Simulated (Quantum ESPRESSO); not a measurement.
**A series of single points on CdS**

System: CdS (4 atoms in the cell).
Method: Kohn-Sham DFT of a periodic cell, PBEsol, GBRV 1.5 PBEsol, no spin polarisation (Quantum ESPRESSO 7.5).

The 7 runs differ only in the geometry, by an even scaling of the cell at fixed fractional positions. The structure derives from an entry of the Crystallography Open Database.

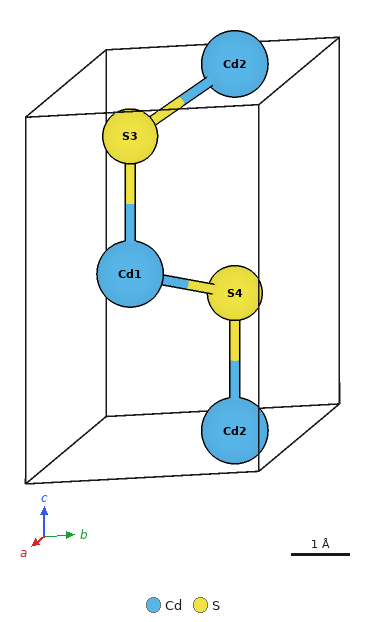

Figure 1. The structure of run 4 (ball-and-stick view of the cell of the calculation, seen at an oblique angle; atoms are numbered from 1 in the order of the input).

## Input of run 4
```
&CONTROL
  calculation = 'scf'
  prefix = 'pwscf'
  outdir = './tmp'
  pseudo_dir = './pseudo'
  tstress = .true.
  disk_io = 'nowf'
/
&SYSTEM
  ibrav = 0
  nat = 4
  ntyp = 2
  ecutwfc = 45
  ecutrho = 360
  nbnd = 26
  occupations = 'smearing'
  smearing = 'fd'
  degauss = 0.00367493
/
&ELECTRONS
  conv_thr = 8d-10
  electron_maxstep = 120
  mixing_beta = 0.5
/
ATOMIC_SPECIES
Cd   112.4140 cd_pbesol_v1.uspp.F.UPF
S     32.0600 s_pbesol_v1.4.uspp.F.UPF
CELL_PARAMETERS angstrom
   4.1500000000    0.0000000000    0.0000000000
  -2.0750000000    3.5940054257    0.0000000000
   0.0000000000    0.0000000000    6.7370000000
ATOMIC_POSITIONS crystal
Cd     0.6666666667    0.3333333333    0.5000000000
Cd     0.3333333333    0.6666666667    0.0000000000
S      0.6666666667    0.3333333333    0.8750000000
S      0.3333333333    0.6666666667    0.3750000000
K_POINTS automatic
7 7 4 0 0 0
```

Command:
```bash
OMP_NUM_THREADS=1 mpirun -n 2 pw.x -nk 2 -in pw.in > pw.out
```

Run 6 differs from it as follows:
```diff
-   4.1500000000    0.0000000000    0.0000000000
-  -2.0750000000    3.5940054257    0.0000000000
-   0.0000000000    0.0000000000    6.7370000000
+   4.2046115259    0.0000000000    0.0000000000
+  -2.1023057629    3.6413003944    0.0000000000
+   0.0000000000    0.0000000000    6.8256549035
```

## Results, with one run withheld

| run | volume per atom (Å³) | free energy per atom, from the lowest run given (meV) | pressure (GPa) | gap on the mesh (eV) |
| --- | --- | --- | --- | --- |
| 1 | 23.614 | 12.32 | 3.46 | 1.16 |
| 2 | 24.116 | 3.88 | 1.92 | 1.11 |
| 3 | 24.618 | 0.00 | 0.54 | 1.07 |
| 4 | 25.121 | 0.20 | −0.69 | 1.03 |
| 5 | 25.623 | 4.03 | −1.78 | 0.98 |
| 6 | 26.126 | ? | ? | ? |
| 7 | 26.628 | 21.10 | −3.63 | 0.90 |

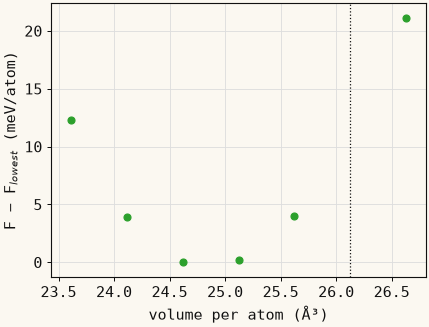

Figure 2. Free energy per atom of the runs given; the dotted line marks run 6.

Fit the runs given and predict run 6.

A cubic polynomial in V^(−2/3) (the Birch–Murnaghan form), fitted to the 6 runs given, misses them by under 0.01 meV per atom. With x = V^(−2/3) − 0.11721 Å⁻², it reads F = −0.34108 − 381.79 x + 7.7033e+05 x² + 2.0512e+06 x³ (meV per atom). At run 6 it gives 11.12 meV per atom, and the run itself gives 11.12. The slope of the fit gives a pressure −dF/dV of −2.74 GPa there, and the run prints −2.76 GPa. The fit has its minimum at 24.842 Å³ per atom, where V d²F/dV² gives 61 GPa. Cell shape and fractional positions are held, so this is the stiffness under even scaling; the relaxed bulk modulus wasn't computed. The gap on the mesh goes, without turning, from 1.16 eV in run 1 to 0.90 eV in run 7; run 6 has 0.94 eV. These are gaps of this functional on this mesh, which can miss the band edges; they aren't the measured gap.

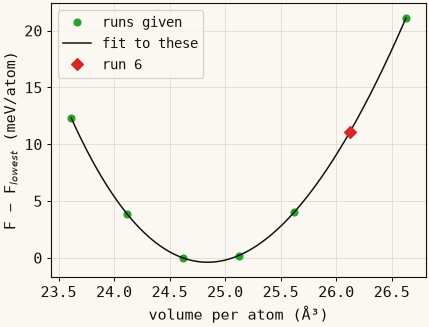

Figure 3. The fit and the withheld run.

## Some lines of the output (run 6)
```
[...]
     total energy              =    -277.10875300 Ry
     total energy              =    -277.16795097 Ry
     total energy              =    -277.17052832 Ry
     total energy              =    -277.17070304 Ry
     total energy              =    -277.17083334 Ry
     total energy              =    -277.17083746 Ry
     total energy              =    -277.17083761 Ry
     total energy              =    -277.17083767 Ry
     total energy              =    -277.17083768 Ry
     the Fermi energy is     5.3774 ev
!    total energy              =    -277.17083768 Ry
     The total energy is F=E-TS. E is the sum of the following terms:
     Computing stress (Cartesian axis) and pressure
          total   stress  (Ry/bohr**3)                   (kbar)     P=      -27.60
```

Notes on the run: negative rho.
